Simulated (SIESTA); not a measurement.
**A series of single points on Mg5Ge**

System: Mg5Ge (R32, 6 atoms in the cell).
Method: Kohn-Sham DFT of a periodic cell, PBEsol, PseudoDojo 0.4 standard, converted to PSML, no spin polarisation (SIESTA 5.4.2).

The 7 runs differ only in the geometry, by an even scaling of the cell at fixed fractional positions. The structure derives from a Materials Project entry.

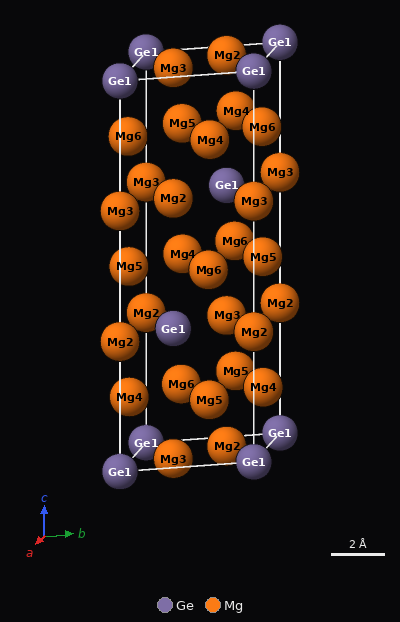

Figure 1. The structure of run 4 (spheres-only view of the cell 3 times as large as that of the calculation, set on its symmetry axes, seen slightly off an axis; atoms are numbered from 1 in the order of the input). An atom can appear more than once, as a periodic image.

**Input of run 4**
```
SystemName                      Mg5Ge
SystemLabel                     Mg5Ge
NumberOfSpecies                 2
NumberOfAtoms                   6
%block ChemicalSpeciesLabel
  1  32 Ge
  2  12 Mg
%endblock ChemicalSpeciesLabel

LatticeConstant                 1.0 Ang
%block LatticeVectors
     2.7070441404     1.5629126632     5.0793514782
    -2.7070441404     1.5629126632     5.0793514782
     0.0000000000    -3.1258253264     5.0793514782
%endblock LatticeVectors
AtomicCoordinatesFormat         Fractional
%block AtomicCoordinatesAndAtomicSpecies
     0.0000000000     0.0000000000     0.0000000000  1  Ge
     0.3328920000     0.3328920000     0.3328920000  2  Mg
     0.6671080000     0.6671080000     0.6671080000  2  Mg
     0.8388450000     0.5000000000     0.1611550000  2  Mg
     0.1611550000     0.8388450000     0.5000000000  2  Mg
     0.5000000000     0.1611550000     0.8388450000  2  Mg
%endblock AtomicCoordinatesAndAtomicSpecies

%block kgrid.MonkhorstPack
    6   0   0  0.0
    0   6   0  0.0
    0   0   6  0.0
%endblock kgrid.MonkhorstPack
XC.Functional                   GGA
XC.Authors                      PBEsol
PAO.BasisSize                   DZP
PAO.EnergyShift                 0.003 Ry
Mesh.Cutoff                     800 Ry
OccupationFunction              FD
ElectronicTemperature           0.05 eV
MaxSCFIterations                120
SCF.MustConverge                false
SCF.Mixer.Method                Pulay
SCF.Mixer.Weight                0.25
SCF.Mixer.History               8
SCF.DM.Tolerance                5.0e-05
SCF.H.Tolerance                 1.0e-03 eV
WriteForces                     true
Charge.Mulliken                 end
Charge.Hirshfeld                end
Charge.Voronoi                  end
SaveRho                         true
SaveElectrostaticPotential      true
%block PAO.Basis
  Ge 4
  n=4 0 2
    5.960 0.000
  n=4 1 2
    8.130 0.000
  n=3 2 2
    3.189 0.000
  n=4 2 1
    8.130
  Mg 4
  n=2 0 2
    2.604 0.000
  n=3 0 2
    8.229 0.000
  n=2 1 2
    2.943 0.000
  n=3 1 1
    8.229
%endblock PAO.Basis
```

Command:
```bash
siesta < Mg5Ge.fdf > Mg5Ge.out 2>&1
```

Run 3 has the same physical settings and fractional positions; its lattice vectors (Å) are:
```
   2.688876    1.552423    5.045261
  -2.688876    1.552423    5.045261
   0.000000   -3.104846    5.045261
```

**Results, with one run withheld**

| run | volume per atom (Å³) | free energy per atom, from the lowest run given (meV) | pressure (GPa) |
| --- | --- | --- | --- |
| 1 | 20.201 | 15.85 | 3.45 |
| 2 | 20.630 | 8.04 | 2.38 |
| 3 | 21.060 | ? | ? |
| 4 | 21.490 | 0.37 | 0.54 |
| 5 | 21.920 | 0.00 | −0.26 |
| 6 | 22.350 | 1.67 | −0.98 |
| 7 | 22.779 | 5.21 | −1.65 |

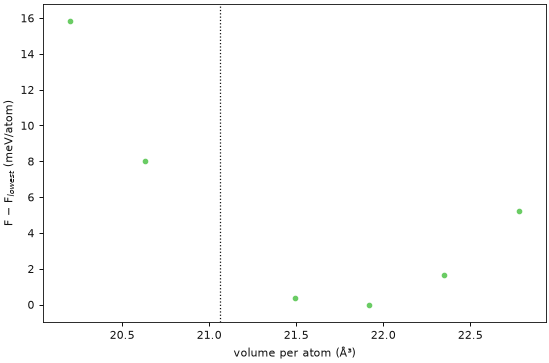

Figure 2. Free energy per atom of the runs given; the dotted line marks run 3.

Fit the runs given and predict run 3.

A cubic polynomial in V^(−2/3) (the Birch–Murnaghan form), fitted to the 6 runs given, misses them by at most 0.01 meV per atom. With x = V^(−2/3) − 0.12921 Å⁻², it reads F = 0.232 + 717.87 x + 3.6903e+05 x² − 1.2952e+05 x³ (meV per atom). At run 3 it gives 2.96 meV per atom, and the run itself gives 2.97. The slope of the fit gives a pressure −dF/dV of 1.42 GPa there, and the run prints 1.42 GPa. The fit has its minimum at 21.776 Å³ per atom, where V d²F/dV² gives 39.7 GPa. Cell shape and fractional positions are held, so this is the stiffness under even scaling; the relaxed bulk modulus wasn't computed.

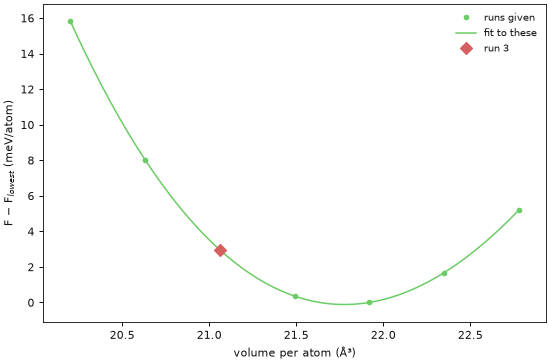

Figure 3. The fit and the withheld run.

**Some lines of the output (run 3)**
```
[...]
outcell: Cell volume (Ang**3)        :    126.3618
stepf: Fermi-Dirac step function
siesta: Etot    =    -10493.640768
siesta: FreeEng =    -10493.662281
        iscf     Eharris(eV)        E_KS(eV)     FreeEng(eV)     dDmax    Ef(eV) dHmax(eV)
siesta: E_KS(eV) =           -10494.2100
siesta: E_KS - E_eggbox =    -10494.2100
siesta: Etot    =    -10494.209968
siesta: FreeEng =    -10494.230798
siesta:         Fermi =      -3.871365
siesta: Cell volume =        126.361752 Ang**3
    Orbital volume contribution        =           6.422468 eV
```

Notes: Points of doubt noted for this run: mulliken charges of long orbitals. With a small basis of atomic orbitals these values can differ much from converged plane-wave results.
